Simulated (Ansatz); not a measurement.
# Molecular dynamics of CH$_{18}$O$_{10}$ (part 2 of 2)

Continued. System: CH$_{18}$O$_{10}$ (disordered cell, 29 atoms in the cell). Method: DFT PBE, scalar-relativistic, plane waves, PAW, no spin polarisation (Ansatz 0.2.0); cutoff 420 eV, 1×1×1 k-mesh, Fermi–Dirac smearing of 0.05 eV. It belongs to a series of runs on one base structure; here: dynamics from the start.

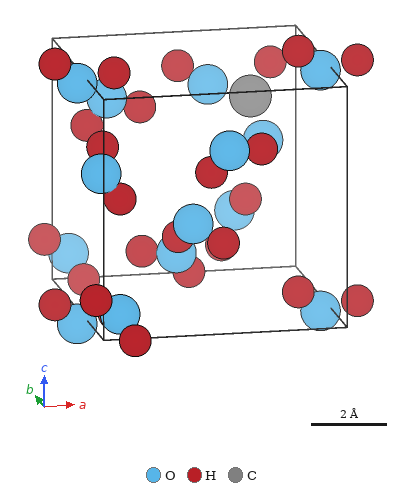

Figure 1. The geometry at step 150 of the log (spheres-only view of the cell of the calculation, seen slightly off an axis).

```
SCF converged after 9 iterations
Free energy (F): -6208.523249 eV
Harris-Foulkes:  -6208.523249 eV  (|F-HF|=6.71e-9)
Internal energy: -6208.523249 eV  (E = F + TS)
E sigma→0 (E₀):  -6208.523249 eV
Fermi energy:    0.060743 eV
--- Per-component energies (eV) ---
  E_band       = -780.446752
  E_kinetic    = 2071.922911
  E_local      = -6535.966764  (includes V_loc(G=0)·N_el)
  E_nonlocal   = 537.571397
  E_hartree    = 2358.181999
  E_xc         = -933.987713
  E_vxc        = -1191.212393  (∫ρ·V_xc dr)
  E_paw        = -1692.563954  (= ΣΔE_a)
  E_vpaw       = -379.129842  (= ΣTr[D̂ρ^β])
  E_aug_tail   = 0.003683  (compensation charges beyond the density's cutoff)
  E_ewald      = -2013.684810
  E_smearing   = -0.000000  (= −TS)
  E_closure    = -0.000000  (closes the sum)
  Σ components = -6208.523249   (vs F -6208.523249, Δ=0.00e0)
--- Forces (eV/Å), atoms counted from 1 ---
  atom   1  O      1.87606974    -2.16120576     1.86578105
  atom   2  H      0.19822495     2.21877117     0.23368387
  atom   3  H     -1.51665951    -0.08008381    -2.40384309
  atom   4  O      2.47139074    -0.41506184    -1.90395779
  atom   5  H      0.40089491     0.23312728     0.41103158
  atom   6  H     -2.98278924     0.28330935     1.43587967
  atom   7  O     -2.13430161    -0.90141566    -0.07592934
  atom   8  H      0.14111944    -0.24408704     0.06918393
  atom   9  H      2.02388337     0.66915386     0.01522638
  atom  10  O     -0.98603846     1.84092353    -2.23558887
  atom  11  H      0.41588504    -1.42624967     2.89710829
  atom  12  H      0.78397237    -0.65313564     0.09626139
  atom  13  O      0.80185187     0.30143217     1.29875617
  atom  14  H      0.21712839    -0.68256519    -1.05774580
  atom  15  H     -0.81333563    -0.72814623    -0.08403760
  atom  16  O      2.73322988     0.40843510    -4.40537232
  atom  17  H     -0.44340309    -0.54813302     0.45606385
  atom  18  H     -3.86743958    -0.44295135     1.66780328
  atom  19  O      0.13120882    -0.64845129     0.23140094
  atom  20  H     -1.68371780     0.77362428    -0.87350003
  atom  21  H      1.59347912     0.05584408     0.58388454
  atom  22  O      3.21304454     0.37873355    -0.32137334
  atom  23  H     -0.16996105     1.26897971     1.59983393
  atom  24  H     -2.54098162    -1.10966357    -1.39460112
  atom  25  O      1.92071130     0.93288552    -1.25996173
  atom  26  C     -1.39637733     1.08300955     2.31736410
  atom  27  O     -0.51109136     0.82987792     2.19286595
  atom  28  H      0.31980772     1.04185112    -1.59779525
  atom  29  H     -0.19579341    -2.27880389     0.24150737
  max |Σ_I F_I| component: 7.00e-5 eV/Å
--- MD trajectory: 300 steps, t = 0.0 → 225.0 fs ---
  final state: T = 1400.0 K   F+E_penalty+E_count = -6208.52324916 eV   E_kin = 5.247817 eV
```

Trajectory as extended XYZ (Å, eV, eV/Å), 7 of the 301 frames kept, from step=0 to step=300:
```
29
Lattice="6.7166 0.0000 0.0000 0.0000 6.7166 0.0000 0.0000 0.0000 6.7166" Properties=species:S:1:pos:R:3:forces:R:3 step=0 time_fs=0.0 energy=-6214.33773 temperature=1448.3
O     4.4749    1.3592    4.7223    0.0199  -0.0563  -0.1373
H     5.3973    1.4454    4.3770   -0.0158  -0.0643   0.0893
H     3.8564    1.3906    3.9489    0.0501  -0.0141   0.0728
O     0.6468    6.4346    1.2937   -0.0517   0.0159   0.0673
H     0.8438    5.9303    0.4523   -0.0191   0.0301  -0.0249
H    -0.1703    6.0033    1.6392    0.0054   0.0355  -0.0031
O     2.8823    3.4502    1.1664   -0.0025   0.0644   0.0213
H     2.1219    3.8918    0.7478    0.0304  -0.0282   0.0010
H     3.4881    4.1775    1.4567   -0.0103  -0.0608   0.0015
O     1.1199    5.2045    5.6400   -0.0507   0.0702  -0.0363
H     1.1446    6.0883    5.2001   -0.0089  -0.0389   0.0371
H     0.2915    4.8278    5.2707    0.0247  -0.0142   0.0417
O     6.3791    2.1840    0.4186   -0.3092  -0.7309   0.0012
H     5.4468    2.0422    0.1423    0.4408   0.2134   0.0832
H     6.6396    1.2838    0.7885    0.0059   0.5797  -0.2098
O     4.7589    5.4325    2.0004   -0.0637   0.2358   0.0257
H     4.9732    5.1750    2.9351    0.0178  -0.0221   0.0592
H     4.2588    6.2708    2.0842    0.0356  -0.1678  -0.0346
O     2.5479    1.2529    2.6971   -0.0113  -0.0602  -0.0859
H     2.6031    2.0707    2.1242    0.0279   0.0149   0.0014
H     1.9543    0.6223    2.2119    0.0196   0.0464   0.0362
O     0.5529    1.1312    4.6298    0.0886   0.0097  -0.1499
H     1.2586    1.4257    4.0031   -0.0632  -0.0371   0.0325
H     0.5743    1.7270    5.4096   -0.1079  -0.0069   0.1075
O     3.9622    5.8362    5.8029   -0.0679  -0.1077  -0.0157
C     4.4389    4.7161    5.3428    0.0194  -0.0876   0.2735
O     5.3256    4.6038    4.4874   -0.0923  -0.0080  -0.0769
H     4.3044    6.6883    5.3035    0.0080   0.1140  -0.0217
H     3.9823    3.8317    5.8402    0.0804   0.0755  -0.1561
29
Lattice="6.7166 0.0000 0.0000 0.0000 6.7166 0.0000 0.0000 0.0000 6.7166" Properties=species:S:1:pos:R:3:forces:R:3 step=50 time_fs=37.5 energy=-6209.88542 temperature=976.4
O     4.1794    1.2416    4.7341    2.8382  -2.4312   4.8911
H     5.0441    0.6541    5.1226   -2.9395   2.6414  -2.2503
H     4.1853    1.2667    3.8037    0.2687   0.0050  -2.6056
O     0.4821    6.3341    1.4836   -0.6107  -0.2459  -0.2698
H     1.0801    5.9639    0.8090   -0.4298  -0.3358  -0.1781
H    -0.4072    5.7684    1.5808    1.6585   1.3637   0.0787
O     2.8729    3.7317    1.4104    1.6080  -0.3878   0.0903
H     2.1778    3.9936    0.8331   -1.4223   0.8109  -1.1191
H     3.5704    3.4693    0.7623   -0.4587  -0.1951   0.6248
O     1.4172    5.1906    5.5827   -4.2151  -0.0755  -2.3146
H     0.9202    5.9751    5.0730    1.7097  -0.7477   0.9516
H     0.6534    4.5919    5.2283    1.7628   0.3202   1.0889
O     6.4351    2.2281    0.2386   -0.1531  -2.6418   0.3135
H     6.3001    2.0026   -0.7202   -0.0946   0.4921   0.9135
H     6.4420    1.2612    0.7103    0.2457   2.2105  -0.9259
O     4.8669    5.8711    2.0147    0.8274   3.1799   3.1603
H     4.6126    5.6948    2.9814    0.9601   0.0751  -1.2981
H     4.4766    5.2044    1.5652   -2.6442  -3.5041  -2.4084
O     2.5638    1.4820    2.6892   -1.7434   2.2914  -0.8957
H     2.0426    2.2240    2.1439    1.7854  -1.1770   1.8507
H     2.5463    0.8589    1.9746    0.1657  -1.5732  -0.5451
O     0.6325    0.8712    4.5389   -2.6175  -1.0607  -1.4957
H     1.4345    1.0469    4.0766    1.7563   0.5082  -1.6523
H     0.8122    0.9900    5.4296    0.9526   0.7171   3.0883
O     3.7111    5.5718    5.9111    1.7254   0.4088  -2.0690
C     4.6323    4.7944    5.3043   -1.4355  -0.1878   3.6798
O     5.3174    4.9590    4.3422    0.5512   0.5994  -1.4834
H     3.6200    6.3557    5.2689   -0.4898   0.2937   0.6451
H     4.7725    3.9903    6.0127    0.4387  -1.3537   0.1347
29
Lattice="6.7166 0.0000 0.0000 0.0000 6.7166 0.0000 0.0000 0.0000 6.7166" Properties=species:S:1:pos:R:3:forces:R:3 step=100 time_fs=75.0 energy=-6209.22297 temperature=1301.9
O     4.0051    1.1533    5.0215    1.4258   0.3773  -0.7708
H     4.9541    0.8380    4.9239   -1.0555   0.3480  -0.0250
H     3.8245    1.4978    4.1014   -0.3386  -0.3582   0.5499
O     0.5579    6.6781    0.9578    4.2206   1.3669  -1.3127
H     0.4763    6.5786    0.0081    0.5001  -0.7555  -0.6665
H    -0.2962    6.6222    1.2709   -3.9565  -0.7608   2.0479
O     2.9816    3.8371    0.9413   -2.8076   0.7037   1.4996
H     2.0150    3.9918    0.6942    1.1505   0.4458   0.6310
H     3.1347    3.1556    0.3228    1.0634  -1.7536  -1.5365
O     0.9850    4.9634    5.3744    3.9124  -1.8177  -0.8547
H     0.8703    5.0326    4.4111   -0.8128   0.5350  -0.0806
H     1.9428    4.5088    5.2864   -2.7189   1.2442   1.0348
O     6.5497    2.6480    0.1077   -1.9610  -2.3459  -1.2115
H     5.7762    2.6203   -0.6269    2.2359  -0.6928   2.3495
H     6.5804    1.6816    0.5217   -0.0662   2.0533  -0.6579
O     4.9742    6.1913    1.8602   -0.4046  -0.4773   3.4282
H     4.7858    5.6052    2.6972    0.7651   1.6494  -1.6111
H     4.6868    5.6184    1.1833   -1.0830  -1.1205  -1.7290
O     2.6068    1.8540    2.6783   -1.6274   0.0382  -2.5723
H     2.6514    2.6705    2.0586    0.5848  -0.3906   1.2409
H     2.0864    1.3073    1.9807    1.0143   0.1223   1.7621
O     0.3404    0.8545    4.4709   -0.7079  -0.5898   0.2488
H     0.4440    1.5129    3.7460    0.3471   0.0807   1.2811
H     0.3915    1.1785    5.4124    0.4274   0.8722  -1.7961
O     3.8454    5.2654    5.9612    2.5963  -2.3414   1.2295
C     5.0611    4.7159    5.4408   -2.2247   0.9217   5.1290
O     5.3034    5.0576    4.3640    1.7805   0.0467  -5.3208
H     3.5442    5.4808    5.1061   -1.5607   1.9946  -1.9811
H     5.7567    4.2019    6.1653   -0.6989   0.6039  -0.3058
29
Lattice="6.7166 0.0000 0.0000 0.0000 6.7166 0.0000 0.0000 0.0000 6.7166" Properties=species:S:1:pos:R:3:forces:R:3 step=150 time_fs=112.5 energy=-6209.21581 temperature=1366.4
O     3.6587    0.8752    4.8713    0.0304  -1.3367   2.5132
H     4.5855    1.0771    4.8182    1.1850   0.3724  -0.1220
H     3.2610    1.3566    4.1671   -1.0515   1.2363  -1.6654
O     0.4943    6.9214    0.6465   -0.2191  -2.9394   0.2003
H     0.7364    6.0908    0.1088    0.1335   1.4221   0.1712
H    -0.2617    6.4884    1.1822    0.8117   1.1890  -0.1740
O     2.8310    3.9055    1.2920    0.0703   1.3481  -0.8408
H     1.9755    4.3564    1.2738   -0.5592  -0.0248   0.2136
H     3.2932    4.4569    0.6093    0.0627  -1.1924   0.3907
O     1.1074    4.8476    5.4649    4.9633   0.8952   0.1987
H     0.5904    5.0070    4.6930   -1.2284   0.3423  -1.4487
H     2.0858    5.1562    5.0901   -3.1852  -1.3654   0.9658
O     6.5277    2.5793   -0.1857    0.2460  -1.1796   3.1970
H     5.8231    2.1453    0.4934    2.5848   1.1325  -2.2465
H     7.4637    2.1872    0.1491   -3.1637   0.8284  -0.7217
O     4.9193    6.1972    1.7917   -0.6834   0.3726  -1.6352
H     5.0485    5.3757    2.3051   -0.4524  -0.1076   0.1888
H     4.5145    5.9888    0.8979    0.6592  -0.0775   1.4789
O     2.8329    1.7269    2.6559    0.8350  -1.9086  -0.2718
H     2.5845    2.5114    2.1150    1.0795  -0.6268  -0.3347
H     3.5302    1.0671    2.2529   -1.7875   1.9624   0.4589
O     0.1680    1.1357    4.3502   -2.5589   1.2301   4.1832
H     0.6871    1.1094    3.6229    2.9098   0.0113  -3.9272
H     0.3856    1.9757    4.8718   -0.5849  -1.4532  -0.7441
O     3.9648    5.1682    5.6138   -4.1566  -0.4777   1.7713
C     5.1802    5.3516    5.1785    1.5868   2.2081  -1.7208
O     5.4715    5.0900    3.9982    0.1956  -0.2830   2.7161
H     3.2828    5.8885    5.9893    2.7552  -0.4892  -1.4173
H     5.8505    5.9332    5.9467   -0.4781  -1.0889  -1.3776
29
Lattice="6.7166 0.0000 0.0000 0.0000 6.7166 0.0000 0.0000 0.0000 6.7166" Properties=species:S:1:pos:R:3:forces:R:3 step=200 time_fs=150.0 energy=-6208.70450 temperature=1379.1
O     3.2262    0.8186    5.1372    0.2905  -1.7582  -4.6033
H     2.9406    1.5968    5.4774   -1.3124   3.7901   2.5851
H     3.0657    1.0478    4.0861    0.6097  -1.4933   1.9405
O     0.6842    6.9846    0.7048    0.6355  -0.6523   1.1021
H     0.9972    6.1098    0.4246    0.0971  -0.0597  -0.8435
H     0.6230    6.7647    1.6683   -0.2679   0.7473  -0.5217
O     2.7404    4.1745    1.5904   -3.6507  -1.0870  -2.2124
H     1.9619    4.4295    2.1674    1.1751  -0.1692  -0.2930
H     2.1233    3.8391    0.7436    2.4402   1.2043   2.6011
O     1.7695    4.8605    5.4523    2.0513  -2.9743   0.5401
H     0.9818    4.8695    4.9678   -2.9867   0.4175  -1.4272
H     2.1240    3.9267    5.1874   -0.4675   2.3756   0.7496
O     5.9035    2.4000   -0.0959    0.0045   1.0519   2.6848
H     6.0539    3.0182    0.7614   -0.5576  -2.3893  -2.5951
H     5.9043    1.4249    0.2017    0.5301   1.7178   0.0074
O     5.0527    6.0478    1.5055    1.2266   3.8276   2.1932
H     4.9794    6.1649    2.5005    0.3975  -1.2595  -1.2335
H     4.6058    5.3182    1.1935   -2.0336  -3.0144  -0.6672
O     2.9492    0.9690    2.4892    0.5557  -1.7685  -0.5760
H     3.5476    1.6635    2.2354    0.3900   1.2903  -0.3828
H     3.4174    0.1983    1.9745   -0.8609   1.0924   0.9094
O     0.1409    1.0168    4.0752   -1.6487  -1.4565   0.2204
H     0.9195    1.4603    3.9153    4.2416   0.7561  -0.0163
H    -0.3249    1.7095    3.6442   -2.3855   1.0323  -0.5802
O     4.0551    5.3316    5.6702    1.0952   0.0451  -0.5510
C     5.0728    5.8589    4.9962    1.5772  -5.0187  -2.1764
O     5.6550    5.1013    4.0941   -1.5623   2.7888   2.9280
H     3.3282    6.0213    5.6995    0.3131   0.1615   0.3303
H     5.5063    6.7782    5.3422    0.1031   0.8023  -0.1126
29
Lattice="6.7166 0.0000 0.0000 0.0000 6.7166 0.0000 0.0000 0.0000 6.7166" Properties=species:S:1:pos:R:3:forces:R:3 step=250 time_fs=187.5 energy=-6208.88286 temperature=1455.4
O     2.4030    1.1736    5.5725    4.2671   3.8066  -2.1584
H     2.2905    0.2575    5.5302   -0.2857  -2.6395  -0.1374
H     3.3560    1.3341    5.0584   -3.4185  -0.6924   1.8869
O     1.0062    7.0075    0.6993    0.9970  -0.5969   0.0251
H     0.6516    6.2511    0.2391   -0.0336  -0.9140  -0.6968
H     0.2369    7.4523    0.9811   -1.6515   0.8009   1.1203
O     2.5531    4.1923    1.4684   -1.2660   2.6058   2.2682
H     2.9657    3.8340    2.3066   -0.6413   0.3669  -0.9138
H     2.1151    5.1364    1.8172    1.2983  -3.0817  -1.1213
O     1.2233    4.5107    5.4036    0.6864  -0.9793   0.7194
H     0.6130    4.2472    4.6755    0.5733  -0.0453   0.4785
H     1.7631    3.7393    5.7875   -1.1752   1.1519  -0.9810
O     5.1606    2.4015   -0.0426    1.0431   2.0617  -2.1906
H     5.4257    3.1042   -0.8161   -0.8519  -2.1777   2.6210
H     6.0227    2.0724    0.2862   -0.1711   0.3771  -0.4423
O     4.7701    5.6765    1.5819    8.1477  -0.8382  -2.1722
H     5.3484    4.8431    1.2345   -1.9848   1.9581   2.1281
H     3.9166    5.4171    1.6787   -4.4270  -1.8633   0.1446
O     3.0288    0.3858    2.3305    0.6059   2.2614  -0.0816
H     3.9712    0.6930    2.2183   -0.7202  -0.7365   0.4503
H     2.5988    1.1065    1.8016   -0.1293  -1.0332   0.1273
O     0.1751    1.0879    3.6840    0.6387   0.6913  -0.6134
H     1.1247    0.9724    3.4439   -0.3600  -0.5238   0.2140
H     0.2356    2.0146    3.9640   -0.3150   0.0667   0.2096
O     4.5169    5.2050    5.8556   -0.5126  -0.5620   1.0927
C     5.3455    5.7291    5.0191    1.4163   1.6337  -0.3374
O     5.6871    5.1947    3.9992    0.3945  -0.6223  -1.0449
H     4.8529    5.5841    6.7506   -1.7938   0.2251   0.0082
H     5.7850    6.7350    5.3765   -0.3308  -0.7012  -0.6031
29
Lattice="6.7166 0.0000 0.0000 0.0000 6.7166 0.0000 0.0000 0.0000 6.7166" Properties=species:S:1:pos:R:3:forces:R:3 step=300 time_fs=225.0 energy=-6208.52325 temperature=1400.0
O     2.1871    1.6523    5.4574    1.8761  -2.1612   1.8658
H     2.1396    0.6267    5.3829    0.1982   2.2188   0.2337
H     2.8659    1.7606    6.2571   -1.5167  -0.0801  -2.4038
O     0.4130    6.9731    0.6517    2.4714  -0.4151  -1.9040
H     0.1854    6.4034   -0.1158    0.4009   0.2331   0.4110
H    -0.3547    6.9643    1.1461   -2.9828   0.2833   1.4359
O     2.2551    4.4273    2.0222   -2.1343  -0.9014  -0.0759
H     2.5297    3.5040    1.9298    0.1411  -0.2441   0.0692
H     1.2445    4.2958    1.9427    2.0239   0.6692   0.0152
O     0.5249    3.9009    5.3258   -0.9860   1.8409  -2.2356
H     0.3084    4.3462    4.3826    0.4159  -1.4262   2.8971
H     1.3011    3.3617    5.1886    0.7840  -0.6531   0.0963
O     4.8516    2.9142   -0.0889    0.8019   0.3014   1.2988
H     4.7898    3.3261    0.8179    0.2171  -0.6826  -1.0577
H     5.7005    3.3393   -0.4339   -0.8133  -0.7281  -0.0840
O     4.9543    5.2504    1.7455    2.7332   0.4084  -4.4054
H     5.4668    5.6591    2.5044   -0.4434  -0.5481   0.4561
H     4.1033    5.0076    1.9489   -3.8674  -0.4430   1.6678
O     2.8148    0.5879    2.0945    0.1312  -0.6485   0.2314
H     3.6703    0.9417    2.4557   -1.6837   0.7736  -0.8735
H     2.0746    1.0713    1.6318    1.5935   0.0558   0.5839
O    -0.0795    1.1783    3.5759    3.2130   0.3787  -0.3214
H     0.2858    0.5409    2.8706   -0.1700   1.2690   1.5998
H     0.7974    1.5593    4.0547   -2.5410  -1.1097  -1.3946
O     4.4075    5.3981    5.8595    1.9207   0.9329  -1.2600
C     5.1543    5.8852    4.8057   -1.3964   1.0830   2.3174
O     5.6719    5.2184    3.8708   -0.5111   0.8299   2.1929
H     4.7112    5.2807    7.0584    0.3198   1.0419  -1.5978
H     5.2496    7.0885    4.7456   -0.1958  -2.2788   0.2415
```

Results in brief:

- outcome: finished
- mean temperature over the second half: 1520 K
- trajectory: 300 steps, 225 fs
- ensemble: nvt_langevin
- temperature in the input: 1500.0 K
- time step: 0.75 fs
- electrons treated: 82
- potential energy (free energy of the electrons) (last step): −6208.5232 eV
- Fermi energy (last step): 0.061 eV
- largest force (length of the vector) (last step): 5.200 eV/Å
- wall time: 7.8 min
- peak memory: 0.36 GiB

Notes:

The input asks for low accuracy. The k-point mesh is coarse for a cell of this size, so the results may not be converged. So short a trajectory is not equilibrated. The logged temperature at the start can lie below the typed one, since it is counted over all degrees of freedom.
